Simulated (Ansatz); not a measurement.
**Run report: CoSi$_{2}$, geometry relaxation (part 1 of 2)**

The run: geometry relaxation of CoSi$_{2}$ (slab, 12 atoms in the cell). Method and program: DFT PBEsol, scalar-relativistic, plane waves, PAW, no spin polarisation (Ansatz 0.2.0).

The structure derives from an entry of the Crystallography Open Database. The input holds or restrains some coordinates. Forces given for the steps count only the free coordinates. It belongs to a series of runs on one base structure; here: clean slab, lower half held.

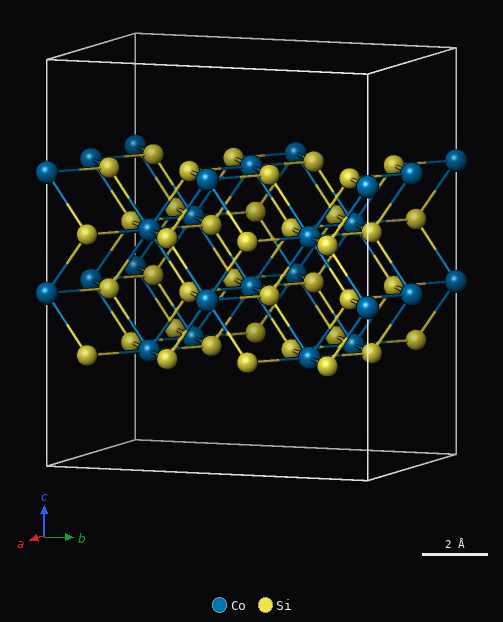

Figure 1. The input geometry (ball-and-stick view of the 2 × 2 repeat of the cell, with the vacuum cut short, seen slightly off an axis). An atom can appear more than once, as a periodic image.

Input file:
```yaml
crystal:
  lattice:
    - [3.7565103784, 0.0, 0.0]
    - [0.0, 5.3125079244, 0.0]
    - [0.0, 0.0, 22.6347655676]
  atoms:
    - { symbol: Co, position: [0.5, 0.5, 0.3755285194] }
    - { symbol: Si, position: [0.0, 0.75, 0.3755285194] }
    - { symbol: Si, position: [0.0, 0.25, 0.3755285194] }
    - { symbol: Co, position: [0.0, 0.0, 0.4585095065] }
    - { symbol: Si, position: [0.5, 0.25, 0.4585095065] }
    - { symbol: Si, position: [0.5, 0.75, 0.4585095065] }
    - { symbol: Co, position: [0.5, 0.5, 0.5414904935] }
    - { symbol: Si, position: [0.0, 0.75, 0.5414904935] }
    - { symbol: Si, position: [0.0, 0.25, 0.5414904935] }
    - { symbol: Co, position: [0.0, 0.0, 0.6244714806] }
    - { symbol: Si, position: [0.5, 0.25, 0.6244714806] }
    - { symbol: Si, position: [0.5, 0.75, 0.6244714806] }
basis:
  ecutwfc: 420
kpoints:
  mp_grid: { grid: [8, 6, 1] }
hamiltonian:
  xc: pbesol
scf:
  occupations: { method: gaussian, width: 0.1 }
output:
  forces: true
  eigenvalues: true
  write_density: true
  write_potential: true
  elf: true
  volumetric_format: npy
relax:
  adjacent_minimum: "off"
  f_tol: 0.03
  max_steps: 70
  constraints: [{ sites: [0, 1, 2, 3, 4, 5] }]
efield:
  axis: 3
  dipole_correction: true
  ramp_width: 0.04
```

Run on 2 threads of AMD EPYC (Zen 3), 32 GiB of memory available, shared host.

Launch command:
```bash
ansatz run input.yaml --threads 2 --pin off --max-ram 5120MiB --backend cpu --events-out ev --progress --plain --runs-dir out
```

The program's output:
```
Engine: ansatz 0.2.0, x86_64-unknown-linux-gnu
Pseudopotentials: kind: paw
Pseudopotential: Co, paw, valence charge 17, recommended cutoff 420 eV (normal), Co.paw.azcp
Pseudopotential: Si, paw, valence charge 4, recommended cutoff 420 eV (normal), Si.paw.azcp
Functional definition: PBEsol
  exchange = pbesol_x
  correlation = pbesol_c
Crystal: 12 atoms, lattice volume = 451.710 Å³
Basis set: ecut = 420 eV, 8835 PW (Γ), exchange–correlation on 54×72×320 points (8 copies of the dense FFT grid, shifted against one another)
Bands: 62, of which v1, the nominal top of the filled ones, is band 50 counted from 1 (49 counted from 0)
Symmetry: 4 space group operations
k-points: 20 of 48
Non-local potential: Co, projectors of the file, l = 0: 3, l = 1: 2, l = 2: 3, l = 3: 1
Non-local potential: Si, projectors of the file, l = 0: 2, l = 1: 2, l = 2: 2
PAW form: soft (Blöchl's): semilocal exchange-correlation on the pseudo side does not see the compensation charge
PAW frozen core: Co, regenerated for the run's functional, and the local potential with it (the file was generated under x = pbe(κ = 0.804, μ = 0.2195149727645171), c = pbe(β = 0.06672455060314922))
PAW frozen core: Si, regenerated for the run's functional, and the local potential with it (the file was generated under x = pbe(κ = 0.804, μ = 0.2195149727645171), c = pbe(β = 0.06672455060314922))
PAW one-centre angular grid: Co, 590 points (default); XC on 64 Gauss nodes
PAW one-centre angular grid: Si, 110 points (default); XC on 64 Gauss nodes
Initial density: superposition of atomic densities (neutral atoms: chi_scale 0, normalization atom), corrected by the library's trained network
Initial wavefunctions: pseudopotential atomic-orbital guess
Functional: x = pbesol(κ = 0.804, μ = 0.12345679012345678), c = pbesol(β = 0.046)
SCF iter   1: F=—  HF=-25345.937127 eV  |F-HF|=—  |Δ(HF+E_count)|=         —  Δρ=1.30e-2  dr2=8.26e-1  ethr=1.77e-3  p=0.000 e·Å  D=1.02e-13 V/Å  ΔV_dip=-0.00 eV  dr2_dipole=1.56e-7  V_vac-E_F(+/−)=4.97/4.97 eV  ⟨swp⟩=11.1  Hψ=7025  notcnv=0  defer=5
efield: sawtooth ramp at fractional position 0.9800 (placed from the atoms, in the widest stretch of the axis that holds none; the zero of the levels goes with the place), width 0.0400; the density the first Hamiltonian is built on has a dipole p = 0.000 e·Å; the dipole correction subtracts the counter field D = 1.02e-13 V/Å, which shifts the + side's vacuum level by -0.00 eV against the − side's; the planar-averaged density in the ramp window peaks in size at 8.5e-6 e/Å³
preconditioner: auto → LDOS  [metal: Δε(μ)=0.019 eV  Ē_g=6.351 eV  σ=0.100 eV  W_gap=0.11  n_scr=70 (ndim 8)  ℏωp=14.4 eV  f_vac=0.581  D(μ)=6.79/eV (n_scr^D=28)  β→1.0]
SCF iter   2: F=—  HF=-25345.917879 eV  |F-HF|=—  |Δ(HF+E_count)|=   1.92e-2  Δρ=1.39e-2  dr2=5.32e-1  ethr=8.26e-4  p=0.000 e·Å  D=2.04e-6 V/Å  ΔV_dip=-0.00 eV  dr2_dipole=6.64e-7  V_vac-E_F(+/−)=5.01/5.01 eV  ⟨swp⟩=2.4  Hψ=2027  notcnv=0  defer=97
SCF iter   3: F=—  HF=-25345.868067 eV  |F-HF|=—  |Δ(HF+E_count)|=   4.98e-2  Δρ=1.53e-3  dr2=1.26e-2  ethr=5.32e-4  p=0.000 e·Å  D=6.99e-6 V/Å  ΔV_dip=-0.00 eV  dr2_dipole=1.01e-7  V_vac-E_F(+/−)=5.01/5.01 eV  ⟨swp⟩=2.0  Hψ=1674  notcnv=0  defer=97
SCF iter   4: F=—  HF=-25345.873266 eV  |F-HF|=—  |Δ(HF+E_count)|=   5.20e-3  Δρ=7.78e-4  dr2=2.95e-3  ethr=1.26e-5  p=0.000 e·Å  D=2.39e-6 V/Å  ΔV_dip=-0.00 eV  dr2_dipole=5.98e-8  V_vac-E_F(+/−)=5.02/5.02 eV  ⟨swp⟩=2.4  Hψ=2129  notcnv=0  defer=97
SCF iter   5: F=—  HF=-25345.874358 eV  |F-HF|=—  |Δ(HF+E_count)|=   1.09e-3  Δρ=3.30e-4  dr2=2.95e-4  ethr=2.95e-6  p=0.000 e·Å  D=3.42e-6 V/Å  ΔV_dip=-0.00 eV  dr2_dipole=2.62e-8  V_vac-E_F(+/−)=5.02/5.02 eV  ⟨swp⟩=2.4  Hψ=1797  notcnv=0  defer=97
SCF iter   6: F=—  HF=-25345.874623 eV  |F-HF|=—  |Δ(HF+E_count)|=   2.65e-4  Δρ=9.97e-5  dr2=3.39e-5  ethr=2.95e-7  p=0.000 e·Å  D=1.37e-6 V/Å  ΔV_dip=-0.00 eV  dr2_dipole=2.09e-12  V_vac-E_F(+/−)=5.02/5.02 eV  ⟨swp⟩=2.3  Hψ=1951  notcnv=0  defer=97
SCF iter   7: F=-25345.874703 eV  HF=-25345.874696 eV  |F-HF|=7.57e-6  |Δ(HF+E_count)|=   7.26e-5  Δρ=3.57e-5  dr2=5.30e-6  ethr=2.25e-8  p=0.000 e·Å  D=8.33e-7 V/Å  ΔV_dip=-0.00 eV  dr2_dipole=2.55e-9  V_vac-E_F(+/−)=5.02/5.02 eV  ⟨swp⟩=23.6  Hψ=14762  notcnv=0
SCF 1 converged in 7 iterations: F = -25345.874703 eV  dr2 = 5.30e-6
  greatest PAW one-centre occupation: 1.001 electrons in one spin orbital (limit 2), on the Co atom at site 9 (counted from 0), in its partial waves of l = 1
relax step   1: F+E_penalty+E_count = -25345.87470322 eV  Δ(F+E_penalty+E_count) = +0.000e0 eV  max|allowed force component| = 3.241e-1 eV/Å  Δτ_max = 0.0000 Å  (7 SCF iters, dr2 threshold 2.25e-5 eV, accepted)
Initial density: handed on by an earlier stage of this run
Initial wavefunctions: those handed on with the density
iter 1 solved again at ethr=4.85e-6 eV; its pass at ethr=3.10e-3 eV (dr2=4.85e-3 eV) is discarded
SCF iter   1: F=—  HF=-25345.894553 eV  |F-HF|=—  |Δ(HF+E_count)|=         —  Δρ=8.29e-4  dr2=4.51e-3  ethr=4.85e-6  p=0.000 e·Å  D=1.37e-6 V/Å  ΔV_dip=-0.00 eV  dr2_dipole=9.76e-4  V_vac-E_F(+/−)=5.02/5.02 eV  ⟨swp⟩=3.1  Hψ=4128  notcnv=0  defer=100
efield: sawtooth ramp at fractional position 0.9800 (handed on by an earlier solve), width 0.0400; the density the first Hamiltonian is built on has a dipole p = 0.000 e·Å; the dipole correction subtracts the counter field D = 1.37e-6 V/Å, which shifts the + side's vacuum level by -0.00 eV against the − side's; the planar-averaged density in the ramp window peaks in size at 1.9e-6 e/Å³
preconditioner: auto → LDOS  [metal: Δε(μ)=0.035 eV  Ē_g=6.356 eV  σ=0.100 eV  W_gap=0.20  n_scr=70 (ndim 8)  ℏωp=14.4 eV  f_vac=0.580  D(μ)=7.65/eV (n_scr^D=36)  β→1.0]
SCF iter   2: F=—  HF=-25345.893968 eV  |F-HF|=—  |Δ(HF+E_count)|=   5.85e-4  Δρ=5.93e-4  dr2=1.14e-3  ethr=4.51e-6  p=0.001 e·Å  D=4.59e-4 V/Å  ΔV_dip=-0.01 eV  dr2_dipole=4.13e-7  V_vac-E_F(+/−)=5.01/5.02 eV  ⟨swp⟩=2.0  Hψ=1766  notcnv=0  defer=100
SCF iter   3: F=—  HF=-25345.893917 eV  |F-HF|=—  |Δ(HF+E_count)|=   5.13e-5  Δρ=4.69e-4  dr2=6.61e-4  ethr=1.14e-6  p=0.001 e·Å  D=2.83e-4 V/Å  ΔV_dip=-0.01 eV  dr2_dipole=1.26e-5  V_vac-E_F(+/−)=5.02/5.02 eV  ⟨swp⟩=2.2  Hψ=2113  notcnv=0  defer=100
SCF iter   4: F=—  HF=-25345.893886 eV  |F-HF|=—  |Δ(HF+E_count)|=   3.08e-5  Δρ=8.34e-5  dr2=4.48e-5  ethr=6.61e-7  p=0.001 e·Å  D=3.24e-4 V/Å  ΔV_dip=-0.01 eV  dr2_dipole=4.06e-6  V_vac-E_F(+/−)=5.02/5.02 eV  ⟨swp⟩=2.1  Hψ=1731  notcnv=0  defer=100
SCF iter   5: F=-25345.893886 eV  HF=-25345.893885 eV  |F-HF|=1.02e-6  |Δ(HF+E_count)|=   3.39e-7  Δρ=2.61e-5  dr2=5.39e-6  ethr=6.56e-9  p=0.001 e·Å  D=3.56e-4 V/Å  ΔV_dip=-0.01 eV  dr2_dipole=1.17e-6  V_vac-E_F(+/−)=5.02/5.02 eV  ⟨swp⟩=21.9  Hψ=13991  notcnv=0
SCF 2 converged in 5 iterations: F = -25345.893886 eV  dr2 = 5.39e-6
relax step   2: F+E_penalty+E_count = -25345.89388638 eV  Δ(F+E_penalty+E_count) = -1.918e-2 eV  max|allowed force component| = 1.713e-1 eV/Å  Δτ_max = 0.0250 Å  (5 SCF iters, dr2 threshold 6.56e-6 eV, accepted)
SCF iter   1: F=—  HF=-25345.901931 eV  |F-HF|=—  |Δ(HF+E_count)|=         —  Δρ=9.33e-4  dr2=4.74e-3  ethr=5.11e-5  p=0.001 e·Å  D=3.57e-4 V/Å  ΔV_dip=-0.01 eV  dr2_dipole=1.03e-3  V_vac-E_F(+/−)=5.01/5.02 eV  ⟨swp⟩=2.4  Hψ=2442  notcnv=0  defer=101
efield: sawtooth ramp at fractional position 0.9800 (handed on by an earlier solve), width 0.0400; the density the first Hamiltonian is built on has a dipole p = 0.001 e·Å; the dipole correction subtracts the counter field D = 3.57e-4 V/Å, which shifts the + side's vacuum level by -0.01 eV against the − side's; the planar-averaged density in the ramp window peaks in size at 2.4e-6 e/Å³
preconditioner: auto → LDOS  [metal: Δε(μ)=0.017 eV  Ē_g=6.368 eV  σ=0.100 eV  W_gap=0.09  n_scr=70 (ndim 8)  ℏωp=14.4 eV  f_vac=0.581  D(μ)=7.48/eV (n_scr^D=36)  β→1.0]
SCF iter   2: F=—  HF=-25345.901066 eV  |F-HF|=—  |Δ(HF+E_count)|=   8.64e-4  Δρ=6.34e-4  dr2=1.52e-3  ethr=4.74e-6  p=0.003 e·Å  D=1.09e-3 V/Å  ΔV_dip=-0.02 eV  dr2_dipole=5.30e-7  V_vac-E_F(+/−)=5.00/5.03 eV  ⟨swp⟩=3.6  Hψ=3089  notcnv=0  defer=101
SCF iter   3: F=—  HF=-25345.900750 eV  |F-HF|=—  |Δ(HF+E_count)|=   3.17e-4  Δρ=4.05e-4  dr2=5.51e-4  ethr=1.52e-6  p=0.002 e·Å  D=7.87e-4 V/Å  ΔV_dip=-0.02 eV  dr2_dipole=5.76e-6  V_vac-E_F(+/−)=5.01/5.03 eV  ⟨swp⟩=2.0  Hψ=2036  notcnv=0  defer=101
SCF iter   4: F=—  HF=-25345.900710 eV  |F-HF|=—  |Δ(HF+E_count)|=   3.98e-5  Δρ=9.55e-5  dr2=4.62e-5  ethr=5.51e-7  p=0.002 e·Å  D=8.34e-4 V/Å  ΔV_dip=-0.02 eV  dr2_dipole=1.70e-6  V_vac-E_F(+/−)=5.01/5.03 eV  ⟨swp⟩=2.0  Hψ=1650  notcnv=0  defer=101
SCF iter   5: F=—  HF=-25345.900710 eV  |F-HF|=—  |Δ(HF+E_count)|=   1.20e-7  Δρ=2.89e-5  dr2=5.25e-6  ethr=4.62e-8  p=0.002 e·Å  D=8.62e-4 V/Å  ΔV_dip=-0.02 eV  dr2_dipole=8.25e-7  V_vac-E_F(+/−)=5.01/5.03 eV  ⟨swp⟩=2.0  Hψ=1832  notcnv=0  defer=101
SCF iter   6: F=-25345.900718 eV  HF=-25345.900718 eV  |F-HF|=4.92e-7  |Δ(HF+E_count)|=   7.95e-6  Δρ=1.90e-5  dr2=1.27e-6  ethr=1.83e-9  p=0.002 e·Å  D=8.74e-4 V/Å  ΔV_dip=-0.02 eV  dr2_dipole=3.92e-8  V_vac-E_F(+/−)=5.01/5.03 eV  ⟨swp⟩=22.8  Hψ=12990  notcnv=0
SCF 3 converged in 6 iterations: F = -25345.900718 eV  dr2 = 1.27e-6
relax step   3: F+E_penalty+E_count = -25345.90071815 eV  Δ(F+E_penalty+E_count) = -6.832e-3 eV  max|allowed force component| = 4.354e-2 eV/Å  Δτ_max = 0.0262 Å  (6 SCF iters, dr2 threshold 1.83e-6 eV, accepted)
SCF iter   1: F=—  HF=-25345.901064 eV  |F-HF|=—  |Δ(HF+E_count)|=         —  Δρ=1.52e-4  dr2=1.80e-4  ethr=5.37e-7  p=0.002 e·Å  D=8.74e-4 V/Å  ΔV_dip=-0.02 eV  dr2_dipole=6.94e-6  V_vac-E_F(+/−)=5.01/5.03 eV  ⟨swp⟩=3.2  Hψ=3155  notcnv=0
efield: sawtooth ramp at fractional position 0.9800 (handed on by an earlier solve), width 0.0400; the density the first Hamiltonian is built on has a dipole p = 0.002 e·Å; the dipole correction subtracts the counter field D = 8.74e-4 V/Å, which shifts the + side's vacuum level by -0.02 eV against the − side's; the planar-averaged density in the ramp window peaks in size at 2.3e-6 e/Å³
preconditioner: auto → LDOS  [metal: Δε(μ)=0.019 eV  Ē_g=6.365 eV  σ=0.100 eV  W_gap=0.11  n_scr=70 (ndim 8)  ℏωp=14.4 eV  f_vac=0.581  D(μ)=7.49/eV (n_scr^D=36)  β→1.0]
SCF iter   2: F=—  HF=-25345.901076 eV  |F-HF|=—  |Δ(HF+E_count)|=   1.14e-5  Δρ=1.63e-4  dr2=1.50e-4  ethr=1.80e-7  p=0.002 e·Å  D=9.20e-4 V/Å  ΔV_dip=-0.02 eV  dr2_dipole=4.31e-7  V_vac-E_F(+/−)=5.01/5.03 eV  ⟨swp⟩=2.5  Hψ=2433  notcnv=0
SCF iter   3: F=—  HF=-25345.901052 eV  |F-HF|=—  |Δ(HF+E_count)|=   2.35e-5  Δρ=5.79e-5  dr2=1.28e-5  ethr=1.50e-7  p=0.002 e·Å  D=8.97e-4 V/Å  ΔV_dip=-0.02 eV  dr2_dipole=1.68e-7  V_vac-E_F(+/−)=5.01/5.03 eV  ⟨swp⟩=2.5  Hψ=1997  notcnv=0
SCF iter   4: F=—  HF=-25345.900831 eV  |F-HF|=—  |Δ(HF+E_count)|=   2.21e-4  Δρ=3.18e-5  dr2=4.33e-6  ethr=1.28e-8  p=0.002 e·Å  D=8.97e-4 V/Å  ΔV_dip=-0.02 eV  dr2_dipole=2.22e-7  V_vac-E_F(+/−)=5.01/5.03 eV  ⟨swp⟩=2.9  Hψ=2143  notcnv=0
SCF iter   5: F=—  HF=-25345.900832 eV  |F-HF|=—  |Δ(HF+E_count)|=   3.62e-7  Δρ=1.88e-5  dr2=1.49e-6  ethr=4.33e-9  p=0.002 e·Å  D=9.00e-4 V/Å  ΔV_dip=-0.02 eV  dr2_dipole=9.12e-8  V_vac-E_F(+/−)=5.01/5.03 eV  ⟨swp⟩=1.1  Hψ=1169  notcnv=0
SCF iter   6: F=-25345.900832 eV  HF=-25345.900832 eV  |F-HF|=4.25e-7  |Δ(HF+E_count)|=   5.33e-7  Δρ=3.20e-6  dr2=4.98e-8  ethr=1.00e-10  p=0.002 e·Å  D=9.02e-4 V/Å  ΔV_dip=-0.02 eV  dr2_dipole=3.30e-9  V_vac-E_F(+/−)=5.01/5.03 eV  ⟨swp⟩=16.7  Hψ=11515  notcnv=0
SCF 4 converged in 6 iterations: F = -25345.900832 eV  dr2 = 4.98e-8
relax step   4: F+E_penalty+E_count = -25345.90083247 eV  Δ(F+E_penalty+E_count) = -1.143e-4 eV  max|allowed force component| = 6.859e-3 eV/Å  Δτ_max = 0.0036 Å  (6 SCF iters, accepted)
```

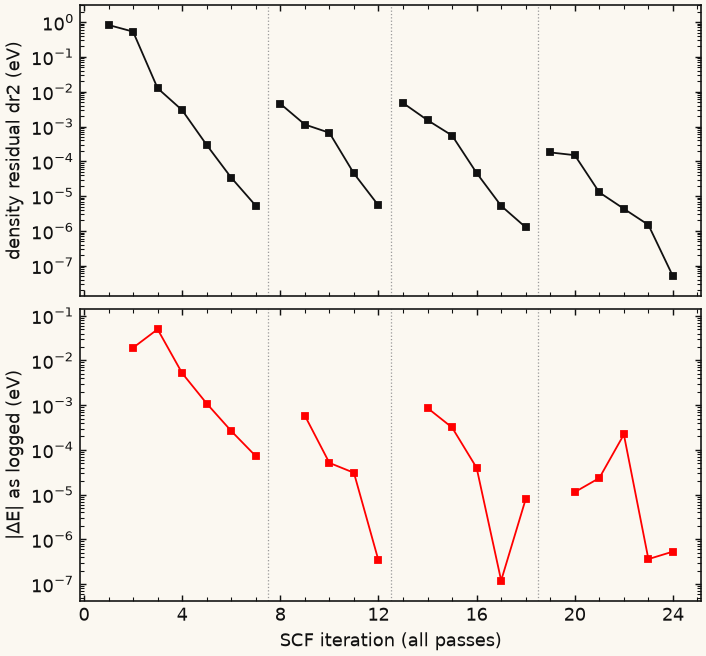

Figure 2. Convergence of the self-consistent field: density residual dr2 and size of the energy change against the SCF iteration. The dotted lines part the SCF passes of the relaxation: geometry steps, rejected trials and re-solves on a re-selected basis. The passes take 7, 5, 6 and 6 iterations.

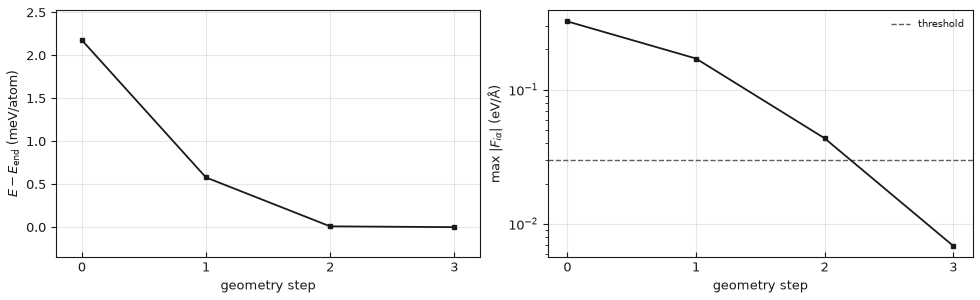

Figure 3. Progress of the restrained relaxation, step by step (the first geometry is step 0 here and step 1 in the log).

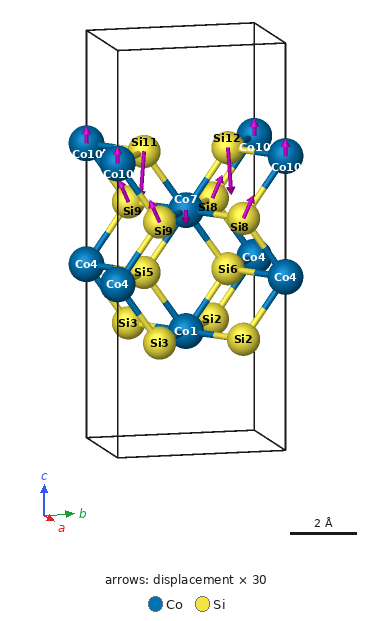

Figure 4. The starting structure with the displacements as pink arrows, magnified 30 times (ball-and-stick view of the cell of the calculation, with the vacuum cut short, seen slightly off an axis). After 3 geometry steps the energy has fallen by 2.2 meV per atom. Largest force component: 0.32 eV/Å at the start, 0.0069 eV/Å at the end. The largest moves, 0.050 Å, are those of Si11 and Si12. Largest moves by element: Si 0.050 Å, Co 0.018 Å. The cell stays as it was. Among the contacts that change: Co7–Si11 2.300 → 2.275 Å, Co4–Si8 2.300 → 2.314 Å, Si5–Co7 2.300 → 2.287 Å. Among the angles that change: Si11–Co10–Si12 180.0° → 176.6°. (Atoms are counted from 1 in the order of the input.)
